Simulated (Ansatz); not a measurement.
# Geometry relaxation, with input and output: Sb$_{2}$Pt (part 2 of 2)

Continued. System: Sb$_{2}$Pt (12 atoms in the cell). Method: DFT r2SCAN, scalar-relativistic, plane waves, PAW, no spin polarisation (Ansatz 0.2.0); cutoff 500 eV, 6×6×6 k-mesh, Gaussian smearing of 0.1 eV. The structure derives from an entry of the Crystallography Open Database.

Geometry of the input (Å; fractional positions):
```
6.5690  0.0000  0.0000
0.0000  6.5690  0.0000
0.0000  0.0000  6.5690
Sb 0.3755  0.3755  0.3755
Sb 0.1245  0.6245  0.8755
Sb 0.8755  0.1245  0.6245
Sb 0.6245  0.8755  0.1245
Sb 0.6245  0.6245  0.6245
Sb 0.8755  0.3755  0.1245
Sb 0.1245  0.8755  0.3755
Sb 0.3755  0.1245  0.8755
Pt 0.0000  0.0000  0.0000
Pt 0.5000  0.0000  0.5000
Pt 0.5000  0.5000  0.0000
Pt 0.0000  0.5000  0.5000
```

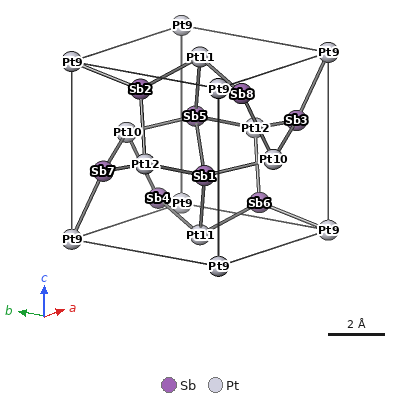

The geometry at step 2 of the log (ball-and-stick view of the cell of the calculation, seen at an oblique angle; atoms are numbered from 1 in the order of the input).

**The program's output, continued**
```
SCF iter   1: F=—  HF=-102146.426590 eV  |F-HF|=—  |Δ(HF+E_count)|=         —  Δρ=4.21e-6  dr2=6.76e-8  dr2_τ=1.25e-9  ethr=3.56e-11  ⟨swp⟩=1.0  Hψ=7800  notcnv=0
preconditioner: auto → Kerker (q_TF=auto, 2.557 Å⁻¹)  [metal: Δε(μ)=0.123 eV  Ē_g=8.812 eV  σ=0.100 eV  W_gap=0.46  n_scr=80 (ndim 8)  ℏωp=19.7 eV  f_vac=0.000  D(μ)=1.12/eV (n_scr^D=0)]
SCF iter   2: F=-102146.426590 eV  HF=-102146.426590 eV  |F-HF|=3.35e-9  |Δ(HF+E_count)|=   9.09e-9  Δρ=2.94e-6  dr2=3.29e-8  dr2_τ=3.02e-10  ethr=3.52e-11  ⟨swp⟩=7.0  Hψ=13989  notcnv=0
SCF 4 converged in 2 iterations: F = -102146.426590 eV  dr2 = 3.29e-8
SCF converged after 2 iterations
Free energy (F): -102146.426590 eV
Harris-Foulkes:  -102146.426590 eV  (|F-HF|=3.35e-9)
Internal energy: -102146.421005 eV  (E = F + TS)
E sigma→0 (E₀):  -102146.423798 eV
Entropy (-TS):   -0.005585 eV (-0.465 meV/atom)
Fermi energy:    13.352838 eV
--- Per-component energies (eV) ---
  E_band       = -2327.832980
  E_kinetic    = 4199.575013
  E_local      = -20270.528906  (includes V_loc(G=0)·N_el)
  E_nonlocal   = 3713.667797
  E_hartree    = 8663.386226
  E_xc         = -2021.213940
  E_vxc        = -2176.040532  (∫ρ·V_xc dr)
  E_paw        = -74744.685708  (= ΣΔE_a)
  E_vpaw       = -5263.444746  (= ΣTr[D̂ρ^β])
  E_aug_tail   = 0.000611  (compensation charges beyond the density's cutoff)
  E_vtau       = 142.162270  (kinetic-family band-sum trace: ∫τ·v_τ [+ j·A + Jᵃ·Aᵃ] dr)
  E_ewald      = -21689.744416
  E_core_change = 3.122318  (= ΣΔE_core)
  E_smearing   = -0.005585  (= −TS)
  E_closure    = -0.000000  (closes the sum)
  Σ components = -102146.426590   (vs F -102146.426590, Δ=0.00e0)
--- Forces (eV/Å), atoms counted from 1 ---
  atom   1  Sb    -0.00027874    -0.00027874    -0.00027874
  atom   2  Sb     0.00027874     0.00027874    -0.00027874
  atom   3  Sb    -0.00027874     0.00027874     0.00027874
  atom   4  Sb     0.00027874    -0.00027874     0.00027874
  atom   5  Sb     0.00027874     0.00027874     0.00027874
  atom   6  Sb    -0.00027874    -0.00027874     0.00027874
  atom   7  Sb     0.00027874    -0.00027874    -0.00027874
  atom   8  Sb    -0.00027874     0.00027874    -0.00027874
  atom   9  Pt     0.00000000    -0.00000000     0.00000000
  atom  10  Pt     0.00000000    -0.00000000    -0.00000000
  atom  11  Pt     0.00000000     0.00000000     0.00000000
  atom  12  Pt     0.00000000    -0.00000000     0.00000000
  max |Σ_I F_I| component: 8.13e-18 eV/Å
--- Stress (GPa, compression-positive) ---
       -3.191403      -0.000000       0.000000
       -0.000000      -3.191403       0.000000
        0.000000       0.000000      -3.191403
  P = ⅓ Tr σ = -3.1914 GPa (-31.914 kbar)
--- Band table (eV; the first three rows and the last of 24) ---
  k-point 0: bands = ["-87.6320", "-87.6320", "-87.6320", "-87.6320", "-41.2722", "-41.2722", "-41.2722", "-41.2718", "-41.2718", "-41.2718", "-41.2718", "-41.2718", "-41.1443", "-41.1442", "-41.1442", "-41.1442", "-16.6245", "-16.6245", "-16.6245", "-16.6157", "-16.5270", "-16.5270", "-16.5270", "-16.5143", "-16.5143", "-16.5098", "-16.5098", "-16.5098", "-16.4681", "-16.4681", "-16.4677", "-16.4677", "-16.4677", "-16.4589", "-16.4589", "-16.4589", "-16.4499", "-16.4499", "-16.4499", "-16.4472", "-16.4472", "-16.4472", "-16.4430", "-16.4430", "-16.4422", "-16.4422", "-16.4422", "-16.4394", "-16.4394", "-16.4394", "-16.4334", "-16.4334", "-16.4206", "-16.4059", "-16.4059", "-16.4059", "0.5197", "2.7181", "2.7181", "2.7181", "4.2846", "4.2846", "4.2846", "5.8207", "7.4697", "7.4697", "7.4697", "8.0959", "8.0959", "8.0959", "8.6085", "8.6085", "8.8484", "8.8484", "8.8484", "9.5285", "9.5285", "9.5285", "9.7288", "9.7288", "9.7288", "9.8626", "9.8626", "9.9613", "9.9613", "9.9613", "9.9708", "10.1543", "10.1543", "10.9413", "10.9413", "10.9413", "11.4150", "12.8271", "12.8271", "12.8271", "13.3524", "13.3524", "13.3524", "14.5638", "16.6760", "16.6760", "16.6760", "17.8313", "17.8313", "17.8313", "17.9511", "18.1179", "18.1179", "19.4169", "19.4169", "19.4169", "20.9367", "20.9367", "20.9367", "21.2878"]
  k-point 1: bands = ["-87.6320", "-87.6320", "-87.6320", "-87.6320", "-41.2722", "-41.2722", "-41.2722", "-41.2718", "-41.2718", "-41.2718", "-41.2718", "-41.2718", "-41.1443", "-41.1442", "-41.1442", "-41.1442", "-16.6244", "-16.6243", "-16.6237", "-16.6162", "-16.5265", "-16.5264", "-16.5263", "-16.5155", "-16.5145", "-16.5111", "-16.5110", "-16.5107", "-16.4675", "-16.4674", "-16.4671", "-16.4668", "-16.4662", "-16.4586", "-16.4583", "-16.4579", "-16.4509", "-16.4509", "-16.4504", "-16.4502", "-16.4466", "-16.4465", "-16.4441", "-16.4422", "-16.4421", "-16.4419", "-16.4402", "-16.4402", "-16.4395", "-16.4390", "-16.4345", "-16.4337", "-16.4195", "-16.4072", "-16.4061", "-16.4059", "0.6199", "2.4821", "2.7710", "2.7785", "4.2871", "4.2876", "4.2988", "5.5185", "7.4350", "7.5211", "7.7528", "8.0000", "8.1644", "8.3522", "8.4600", "8.5177", "8.6179", "8.7109", "8.7627", "9.3968", "9.4147", "9.6598", "9.7048", "9.7083", "9.7956", "9.7975", "9.8281", "9.8867", "9.9646", "10.1143", "10.2085", "10.2457", "10.4878", "10.9783", "11.0130", "11.1603", "11.3667", "12.6023", "12.6310", "13.2771", "13.4750", "13.5209", "13.5325", "14.6692", "16.5455", "16.7055", "16.7992", "16.8178", "17.4385", "17.6101", "17.7992", "18.0777", "18.3085", "19.4894", "19.6036", "20.0172", "20.1755", "20.5528", "20.8778", "20.9728"]
  k-point 2: bands = ["-87.6320", "-87.6320", "-87.6320", "-87.6320", "-41.2721", "-41.2721", "-41.2721", "-41.2719", "-41.2718", "-41.2718", "-41.2718", "-41.2718", "-41.1443", "-41.1442", "-41.1442", "-41.1442", "-16.6240", "-16.6239", "-16.6217", "-16.6174", "-16.5251", "-16.5246", "-16.5246", "-16.5183", "-16.5145", "-16.5140", "-16.5137", "-16.5125", "-16.4668", "-16.4663", "-16.4657", "-16.4653", "-16.4619", "-16.4579", "-16.4574", "-16.4560", "-16.4528", "-16.4526", "-16.4525", "-16.4513", "-16.4454", "-16.4453", "-16.4446", "-16.4431", "-16.4423", "-16.4421", "-16.4417", "-16.4391", "-16.4380", "-16.4380", "-16.4373", "-16.4349", "-16.4169", "-16.4103", "-16.4065", "-16.4061", "0.9139", "1.9474", "2.8945", "2.9126", "4.3141", "4.3247", "4.3274", "4.9604", "7.3271", "7.4927", "7.8003", "7.9024", "8.2669", "8.3590", "8.4404", "8.6321", "8.6344", "8.8502", "8.9222", "8.9888", "9.3730", "9.6059", "9.6342", "9.6804", "9.7507", "9.8128", "9.8484", "9.8919", "10.0202", "10.2220", "10.2392", "10.4485", "10.8705", "10.9277", "11.1837", "11.4752", "12.1398", "12.1471", "12.5303", "13.0383", "13.8537", "13.8702", "14.0468", "15.0365", "15.7665", "16.3890", "16.7440", "16.8799", "17.0781", "17.0829", "17.7005", "17.9742", "18.5783", "18.8125", "18.9581", "19.5167", "20.0513", "20.1841", "20.5418", "20.5898"]
  k-point 23: bands = ["-87.6320", "-87.6320", "-87.6320", "-87.6320", "-41.2721", "-41.2721", "-41.2721", "-41.2721", "-41.2718", "-41.2718", "-41.2718", "-41.2718", "-41.1442", "-41.1442", "-41.1442", "-41.1442", "-16.6195", "-16.6195", "-16.6195", "-16.6195", "-16.5280", "-16.5280", "-16.5280", "-16.5280", "-16.5125", "-16.5125", "-16.5125", "-16.5125", "-16.4622", "-16.4622", "-16.4622", "-16.4622", "-16.4546", "-16.4546", "-16.4546", "-16.4546", "-16.4545", "-16.4545", "-16.4545", "-16.4545", "-16.4445", "-16.4445", "-16.4445", "-16.4445", "-16.4439", "-16.4439", "-16.4439", "-16.4439", "-16.4366", "-16.4366", "-16.4366", "-16.4366", "-16.4119", "-16.4119", "-16.4119", "-16.4119", "2.6325", "2.6325", "2.6325", "2.6325", "3.3971", "3.3971", "3.3971", "3.3971", "7.4905", "7.4905", "7.4905", "7.4905", "8.3514", "8.3514", "8.3514", "8.3514", "9.6665", "9.6665", "9.6665", "9.6665", "9.6744", "9.6744", "9.6744", "9.6744", "9.9750", "9.9750", "9.9750", "9.9750", "10.5116", "10.5116", "10.5116", "10.5116", "12.1408", "12.1408", "12.1408", "12.1408", "12.7046", "12.7046", "12.7046", "12.7046", "13.2478", "13.2478", "13.2478", "13.2478", "15.9892", "15.9892", "15.9892", "15.9892", "16.2476", "16.2476", "16.2476", "16.2476", "19.3422", "19.3422", "19.3422", "19.3422", "20.1468", "20.1468", "20.1468", "20.1468"]
--- Relaxed structure (3 steps of the walk, 2 accepted, 0 SCFs on fresh bases) ---
  F+E_penalty+E_count = -102146.42659039 eV   max|allowed force component| = 2.676e-4 eV/Å
  atoms:
    - { symbol: Sb, position: [0.37573967156710963, 0.37573967156710963, 0.37573967156710963] }
    - { symbol: Sb, position: [0.12426032843289032, 0.6242603284328904, 0.8757396715671095] }
    - { symbol: Sb, position: [0.8757396715671095, 0.12426032843289032, 0.6242603284328904] }
    - { symbol: Sb, position: [0.6242603284328904, 0.8757396715671095, 0.12426032843289032] }
    - { symbol: Sb, position: [0.6242603284328904, 0.6242603284328904, 0.6242603284328904] }
    - { symbol: Sb, position: [0.8757396715671095, 0.37573967156710963, 0.12426032843289032] }
    - { symbol: Sb, position: [0.12426032843289032, 0.8757396715671095, 0.37573967156710963] }
    - { symbol: Sb, position: [0.37573967156710963, 0.12426032843289032, 0.8757396715671095] }
    - { symbol: Pt, position: [-8.252405294131248e-21, -8.252405294131239e-21, -1.1003207058841664e-20] }
    - { symbol: Pt, position: [0.5, -8.252405294131247e-21, 0.5] }
    - { symbol: Pt, position: [0.5, 0.5, -1.1003207058841664e-20] }
    - { symbol: Pt, position: [-8.252405294131256e-21, 0.5, 0.5] }
```

**Trajectory as extended XYZ (Å, eV, eV/Å), 3 frames, from step=1 to step=3**
```
12
Lattice="6.5690 0.0000 0.0000 0.0000 6.5690 0.0000 0.0000 0.0000 6.5690" Properties=species:S:1:pos:R:3:forces:R:3 step=1 energy=-102146.42623
Sb    2.4668    2.4668    2.4668    0.0208   0.0208   0.0208
Sb    0.8177    4.1022    5.7513   -0.0208  -0.0208   0.0208
Sb    5.7513    0.8177    4.1022    0.0208  -0.0208  -0.0208
Sb    4.1022    5.7513    0.8177   -0.0208   0.0208  -0.0208
Sb    4.1022    4.1022    4.1022   -0.0208  -0.0208  -0.0208
Sb    5.7513    2.4668    0.8177    0.0208   0.0208  -0.0208
Sb    0.8177    5.7513    2.4668   -0.0208   0.0208   0.0208
Sb    2.4668    0.8177    5.7513    0.0208  -0.0208   0.0208
Pt    0.0000    0.0000    0.0000    0.0000   0.0000   0.0000
Pt    3.2845    0.0000    3.2845    0.0000   0.0000   0.0000
Pt    3.2845    3.2845    0.0000    0.0000   0.0000   0.0000
Pt    0.0000    3.2845    3.2845    0.0000   0.0000   0.0000
12
Lattice="6.5690 0.0000 0.0000 0.0000 6.5690 0.0000 0.0000 0.0000 6.5690" Properties=species:S:1:pos:R:3:forces:R:3 step=2 energy=-102146.42216 accepted=F
Sb    2.4732    2.4732    2.4732   -0.0744  -0.0744  -0.0744
Sb    0.8113    4.0958    5.7577    0.0744   0.0744  -0.0744
Sb    5.7577    0.8113    4.0958   -0.0744   0.0744   0.0744
Sb    4.0958    5.7577    0.8113    0.0744  -0.0744   0.0744
Sb    4.0958    4.0958    4.0958    0.0744   0.0744   0.0744
Sb    5.7577    2.4732    0.8113   -0.0744  -0.0744   0.0744
Sb    0.8113    5.7577    2.4732    0.0744  -0.0744  -0.0744
Sb    2.4732    0.8113    5.7577   -0.0744   0.0744  -0.0744
Pt    0.0000    0.0000    0.0000    0.0000   0.0000   0.0000
Pt    3.2845    0.0000    3.2845    0.0000   0.0000   0.0000
Pt    3.2845    3.2845    0.0000    0.0000   0.0000   0.0000
Pt    0.0000    3.2845    3.2845    0.0000   0.0000   0.0000
12
Lattice="6.5690 0.0000 0.0000 0.0000 6.5690 0.0000 0.0000 0.0000 6.5690" Properties=species:S:1:pos:R:3:forces:R:3 step=3 energy=-102146.42659
Sb    2.4682    2.4682    2.4682   -0.0003  -0.0003  -0.0003
Sb    0.8163    4.1008    5.7527    0.0003   0.0003  -0.0003
Sb    5.7527    0.8163    4.1008   -0.0003   0.0003   0.0003
Sb    4.1008    5.7527    0.8163    0.0003  -0.0003   0.0003
Sb    4.1008    4.1008    4.1008    0.0003   0.0003   0.0003
Sb    5.7527    2.4682    0.8163   -0.0003  -0.0003   0.0003
Sb    0.8163    5.7527    2.4682    0.0003  -0.0003  -0.0003
Sb    2.4682    0.8163    5.7527   -0.0003   0.0003  -0.0003
Pt    0.0000    0.0000    0.0000    0.0000   0.0000   0.0000
Pt    3.2845    0.0000    3.2845    0.0000   0.0000   0.0000
Pt    3.2845    3.2845    0.0000    0.0000   0.0000   0.0000
Pt    0.0000    3.2845    3.2845    0.0000   0.0000   0.0000
```

**Key numbers**

| quantity | value |
| --- | --- |
| outcome | converged |
| space group (tolerance 0.01 Å) | Pa-3 (205) |
| electrons treated | 192 |
| free energy | −102146.4266 eV |
| Fermi energy | 13.353 eV |
| gap on the k-point mesh | none (metallic) |
| pressure | −3.19 GPa |
| final volume | 283.46 Å³ |
| largest force (length of the vector) at the end | under 0.001 eV/Å |
| final cell | a = 6.569 Å, b = 6.569 Å, c = 6.569 Å, α = 90.00°, β = 90.00°, γ = 90.00° |
| hardware | 8 threads of an Arm (aarch64) CPU, shared host |
| wall time | 46 s (CPU time 6 min) |
| peak memory | 2.9 GiB |

**Notes**

The program warns: the SCF threshold is looser than advised for the printed stress. Spin–orbit coupling is left out, which matters for Pt.
